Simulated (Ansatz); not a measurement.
## Two runs on MoTe2

System: MoTe2 (slab, 6 atoms in the cell).
Method of run A: DFT LDA, scalar-relativistic, plane waves, PAW, no spin polarisation (Ansatz 0.2.0).

The structure derives from an entry of the Crystallography Open Database. Text and figures count atoms from 1; the logs count them from 0 in places.

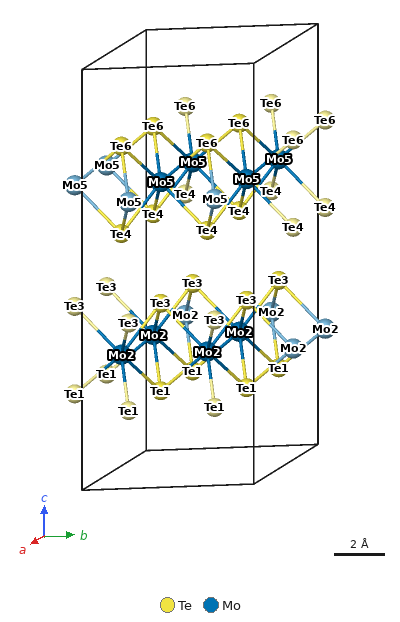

Fig. 1: The input geometry (ball-and-stick view of the 2 × 2 repeat of the cell, with the vacuum cut short, seen slightly off an axis; neighbours outside the cell are drawn fainter; atoms are numbered from 1 in the order of the input). Near neighbours in the crystal (not all of them lie inside the picture): Te has 3 Mo at 2.72 Å; Mo has 6 Te at 2.72 Å.

### Input, run A
```yaml
crystal:
  lattice:
    - [3.5004349963, 0.0, 0.0]
    - [-1.7502174982, 3.0314656311, 0.0]
    - [0.0, 0.0, 46.9720268902]
  atoms:
    - { symbol: Te, position: [0.3333333333, 0.6666666667, 0.388371951] }
    - { symbol: Mo, position: [0.6666666667, 0.3333333333, 0.4270376444] }
    - { symbol: Te, position: [0.3333333333, 0.6666666667, 0.4657438579] }
    - { symbol: Te, position: [0.6666666667, 0.3333333333, 0.5342561421] }
    - { symbol: Mo, position: [0.3333333333, 0.6666666667, 0.5729623556] }
    - { symbol: Te, position: [0.6666666667, 0.3333333333, 0.611628049] }
  periodic: [true, true, false]
basis:
  ecutwfc: 420
kpoints:
  mp_grid: { grid: [9, 9, 1] }
hamiltonian:
  xc: lda
scf:
  occupations: { method: gaussian, width: 0.02 }
output:
  forces: true
  stress: true
  eigenvalues: true
  write_density: true
  write_potential: true
  elf: true
  volumetric_format: npy
relax:
  adjacent_minimum: "off"
  f_tol: 0.005
  max_steps: 50
  cell: { stress_2d_tol: 0.02 }
```

Launched with:
```bash
ansatz run input.yaml --threads 2 --pin off --max-ram 5120MiB --backend cpu --events-out ev --progress --plain --runs-dir out
```

Hardware: 2 threads of Arm Neoverse V2, 24 GiB of memory available, shared host.

### Output, shortened to warnings, some set-up lines, iterations and results (run A)
```
WARN: The output density's exchange-correlation potential varies sharply where the density is thin. Do not read a vacuum level from v_tot or v_xc, or from such a field of the output density. On a cell that repeats whose density bears no net charge and no dipole along the vacuum's axis use v_es (v_loc + v_h of the components); under efield.dipole_correction with no amplitude use v_es + v_field, …
Basis set: ecut = 420 eV, 9691 PW (Γ)
Symmetry: 12 space group operations
k-points: 12 of 81
Initial density: superposition of atomic densities (neutral atoms: chi_scale 0, normalization atom), corrected by the library's trained network
[...]
SCF iter   1: F=—  HF=-36996.072319 eV  |F-HF|=—  |Δ(HF+E_count)|=         —  Δρ=4.13e-3  dr2=1.32e-1  ethr=1.77e-3  ⟨swp⟩=17.0  Hψ=4470  notcnv=0  defer=1
SCF iter   2: F=—  HF=-36996.075972 eV  |F-HF|=—  |Δ(HF+E_count)|=   3.65e-3  Δρ=2.79e-3  dr2=2.49e-1  ethr=1.43e-4  ⟨swp⟩=4.3  Hψ=1438  notcnv=0  defer=36
SCF iter   3: F=—  HF=-36996.057817 eV  |F-HF|=—  |Δ(HF+E_count)|=   1.82e-2  Δρ=1.56e-3  dr2=2.02e-2  ethr=1.43e-4  ⟨swp⟩=3.7  Hψ=1055  notcnv=0  defer=36
SCF iter   4: F=—  HF=-36996.057151 eV  |F-HF|=—  |Δ(HF+E_count)|=   6.66e-4  Δρ=4.93e-4  dr2=2.66e-3  ethr=2.19e-5  ⟨swp⟩=3.0  Hψ=1045  notcnv=0  defer=36
SCF iter   5: F=—  HF=-36996.056989 eV  |F-HF|=—  |Δ(HF+E_count)|=   1.61e-4  Δρ=1.66e-4  dr2=2.03e-4  ethr=2.89e-6  ⟨swp⟩=3.2  Hψ=973  notcnv=0  defer=36
[... 73 lines ...]
SCF iter   7: F=—  HF=-36996.100282 eV  |F-HF|=—  |Δ(HF+E_count)|=  2.98e-10  Δρ=2.76e-8  dr2=2.40e-11  ethr=1.00e-12  ⟨swp⟩=1.8  Hψ=823  notcnv=0
SCF iter   8: F=—  HF=-36996.100282 eV  |F-HF|=—  |Δ(HF+E_count)|=  1.67e-10  Δρ=6.92e-9  dr2=2.53e-12  ethr=1.00e-12  ⟨swp⟩=1.7  Hψ=842  notcnv=0
SCF iter   9: F=-36996.100282 eV  HF=-36996.100282 eV  |F-HF|=5.82e-11  |Δ(HF+E_count)|=  2.47e-10  Δρ=1.94e-9  dr2=2.74e-14  ethr=1.00e-12  ⟨swp⟩=11.1  Hψ=3596  notcnv=0
SCF 7 converged in 9 iterations: F = -36996.100282 eV  dr2 = 2.74e-14
relax step   7: F+E_penalty+E_count = -36996.10028216 eV  Δ(F+E_penalty+E_count) = +6.218e-4 eV  max|allowed force component| = 1.944e-3 eV/Å  Δτ_max = 0.0000 Å  P = -0.002 …
basis re-selected at this cell: Δ(F+E_penalty+E_count) = +6.218e-4 eV, ΔP = -0.000 N/m vs the last step (what re-selecting the basis moved, of the pressure what is left beyond the Pulay correction that the steps carried, after the strain that the cell walked since its last selection, with what the …
[...]
```

Run B used a changed input.

### The two runs side by side

```csv
quantity,run A,run B
outcome,converged,converged
free energy per atom (eV),−6166.0167,−6305.5785
gap on the mesh (eV),0.98,1.06
work function (eV),4.51,4.32
largest force (eV/Å),0.002,0.000
SCF iterations,69,84
irreducible k-points,12,12
wall time (shared host),94 s,2.1 min
```

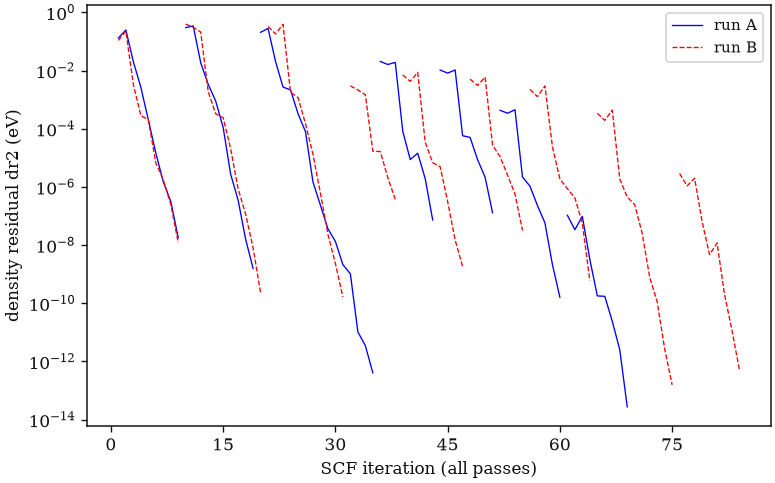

Fig. 2: Convergence of the two runs: density residual dr2 against the SCF iteration. A break in a curve parts two SCF passes. Run A takes 69 iterations in all, and run B takes 84.

Which change of the input explains these differences?

The change (lines with − go, lines with + come):
```diff
-  xc: lda
+  xc: pbe
```

The total energies belong to different methods, so their difference says nothing on which is more stable or more accurate. The gap on the mesh goes from 0.98 to 1.06 eV. The work function goes from 4.51 to 4.32 eV. The functional changes from LDA to PBE. The SCF takes 84 iterations over all geometry steps against 69.

### Output, shortened to warnings, some set-up lines, iterations and results (run B)
```
Basis set: ecut = 420 eV, 9691 PW (Γ), exchange–correlation on 48×48×640 points (8 copies of the dense FFT grid, shifted against one another)
Symmetry: 12 space group operations
k-points: 12 of 81
Initial density: superposition of atomic densities (neutral atoms: chi_scale 0, normalization atom), corrected by the library's trained network
[...]
SCF iter   1: F=—  HF=-37833.372454 eV  |F-HF|=—  |Δ(HF+E_count)|=         —  Δρ=2.62e-3  dr2=1.09e-1  ethr=1.77e-3  ⟨swp⟩=16.8  Hψ=4385  notcnv=0  defer=4
SCF iter   2: F=—  HF=-37833.387138 eV  |F-HF|=—  |Δ(HF+E_count)|=   1.47e-2  Δρ=2.03e-3  dr2=2.28e-1  ethr=1.18e-4  ⟨swp⟩=4.6  Hψ=1550  notcnv=0  defer=36
SCF iter   3: F=—  HF=-37833.371689 eV  |F-HF|=—  |Δ(HF+E_count)|=   1.54e-2  Δρ=1.07e-3  dr2=3.27e-3  ethr=1.18e-4  ⟨swp⟩=3.7  Hψ=1029  notcnv=0  defer=36
SCF iter   4: F=—  HF=-37833.374586 eV  |F-HF|=—  |Δ(HF+E_count)|=   2.90e-3  Δρ=1.75e-4  dr2=2.83e-4  ethr=3.55e-6  ⟨swp⟩=3.6  Hψ=1272  notcnv=0  defer=36
SCF iter   5: F=—  HF=-37833.374595 eV  |F-HF|=—  |Δ(HF+E_count)|=   9.67e-6  Δρ=1.16e-4  dr2=2.03e-4  ethr=3.07e-7  ⟨swp⟩=3.5  Hψ=1267  notcnv=0  defer=36
[... 92 lines ...]
SCF iter   7: F=—  HF=-37833.471180 eV  |F-HF|=—  |Δ(HF+E_count)|=   6.66e-9  Δρ=1.04e-7  dr2=2.03e-10  ethr=5.09e-12  ⟨swp⟩=2.7  Hψ=846  notcnv=0
SCF iter   8: F=—  HF=-37833.471180 eV  |F-HF|=—  |Δ(HF+E_count)|=   7.28e-9  Δρ=3.01e-8  dr2=1.16e-11  ethr=1.00e-12  ⟨swp⟩=2.4  Hψ=891  notcnv=0
SCF iter   9: F=-37833.471180 eV  HF=-37833.471180 eV  |F-HF|=6.55e-11  |Δ(HF+E_count)|=  7.71e-10  Δρ=7.74e-9  dr2=5.00e-13  ethr=1.00e-12  ⟨swp⟩=12.5  Hψ=3864  notcnv=0
SCF 9 converged in 9 iterations: F = -37833.471180 eV  dr2 = 5.00e-13
relax step   9: F+E_penalty+E_count = -37833.47117959 eV  Δ(F+E_penalty+E_count) = -8.665e-4 eV  max|allowed force component| = 3.929e-4 eV/Å  Δτ_max = 0.0000 Å  P = -0.005 …
basis re-selected at this cell: Δ(F+E_penalty+E_count) = -8.665e-4 eV, ΔP = -0.004 N/m vs the last step (what re-selecting the basis moved, of the pressure what is left beyond the Pulay correction that the steps carried, after the strain that the cell walked since its last selection, with what the …
SCF converged after 9 iterations
Free energy (F): -37833.471180 eV
Harris-Foulkes:  -37833.471180 eV  (|F-HF|=6.55e-11)
Internal energy: -37833.471180 eV  (E = F + TS)
E sigma→0 (E₀):  -37833.471180 eV
Fermi energy:    -4.323166 eV
--- Per-component energies (eV) ---
  E_band       = -2721.089409
  E_kinetic    = 1605.457282
  E_local      = -495895.372223  (includes V_loc(G=0)·N_el)
  E_nonlocal   = -952.860876
  E_hartree    = 247603.217278
  E_xc         = -863.971915
  E_vxc        = -874.420088  (∫ρ·V_xc dr)
  E_paw        = -25053.819730  (= ΣΔE_a)
  E_vpaw       = -1810.327160  (= ΣTr[D̂ρ^β])
  E_aug_tail   = -0.000634  (compensation charges beyond the density's cutoff)
  E_ewald      = 235723.879639
  E_smearing   = -0.000000  (= −TS)
  E_closure    = 0.000000  (closes the sum)
  Σ components = -37833.471180   (vs F -37833.471180, Δ=0.00e0)
--- Forces (eV/Å), atoms counted from 1 ---
  atom   1  Te     0.00000000    -0.00000000     0.00037799
  atom   2  Mo    -0.00000000     0.00000000    -0.00004262
  atom   3  Te     0.00000000    -0.00000000    -0.00039286
  atom   4  Te     0.00000000     0.00000000     0.00039286
  atom   5  Mo     0.00000000    -0.00000000     0.00004262
  atom   6  Te    -0.00000000     0.00000000    -0.00037799
  max |Σ_I F_I| component: 6.94e-18 eV/Å
--- 2D stress c σ (N/m, compression-positive) ---
       -0.004701       0.000000       0.000000
        0.000000      -0.004701      -0.000000
        0.000000      -0.000000      -0.000000
  P = ½ c Tr σ = -0.0047 N/m
  ° read free of the cell's end (the report's vacuum.weakly_bound_levels)
--- Relaxed structure (8 steps of the walk, 8 accepted, 1 SCFs on fresh bases) ---
  F+E_penalty+E_count = -37833.47117959 eV   max|allowed force component| = 3.929e-4 eV/Å   (the final SCF, on the basis selected at the relaxed cell)
  cell:  # Å, volume = 514.3377 Å³
    - [3.5558154780012936, 2.932422987419719e-11, 1.772315170951034e-83]
    - [-1.7779077390260423, 3.0794265351043646, -3.544630341902063e-83]
[...]
```

For run A: Warnings: the exchange-correlation potential is rough where the density is thin.
